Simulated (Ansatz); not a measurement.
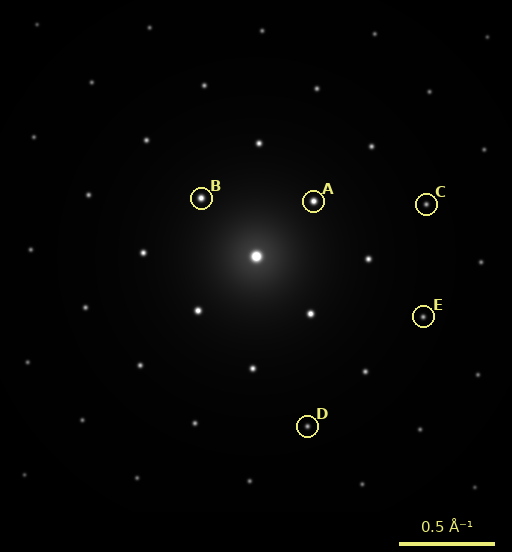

Kinematic zone-axis pattern, calculated for 100 keV electrons with B = 0.5 Å². The zone axis points towards the electron source and the pattern is seen from the source side.

La, space group Fd-3m (No. 227), a = 6.735 Å. Structure: the input geometry of an electronic-structure calculation (not necessarily at equilibrium); the starting structure was generated, so it need not be a known form of this composition.

```cif
data_structure
_symmetry_space_group_name_H-M 'Fd-3m:1'
_symmetry_Int_Tables_number 227
_cell_length_a 6.7353
_cell_length_b 6.7353
_cell_length_c 6.7353
_cell_angle_alpha 90.000
_cell_angle_beta 90.000
_cell_angle_gamma 90.000
_cell_volume 305.54
loop_
_atom_site_label
_atom_site_type_symbol
_atom_site_symmetry_multiplicity
_atom_site_Wyckoff_symbol
_atom_site_fract_x
_atom_site_fract_y
_atom_site_fract_z
_atom_site_occupancy
La1 La 8 b 0.25000 0.25000 0.75000 1
```

Spot A is indexed -2 -2 0 and spot B 2 -2 0.

Give hkl for C, D, E.

C = 2A − B = -6 -2 0 (d = 1.065 Å). D = −A − 2B = -2 6 0 (d = 1.065 Å). E = A − 2B = -6 2 0 (d = 1.065 Å).

Find the zone axis.

The cross product of A and B is parallel to [001]; every spot obeys hu + kv + lw = 0.

What are the spacings of A and B and the angle between them?

d(A) = 2.381 Å, d(B) = 2.381 Å, and the angle is 90.0°.
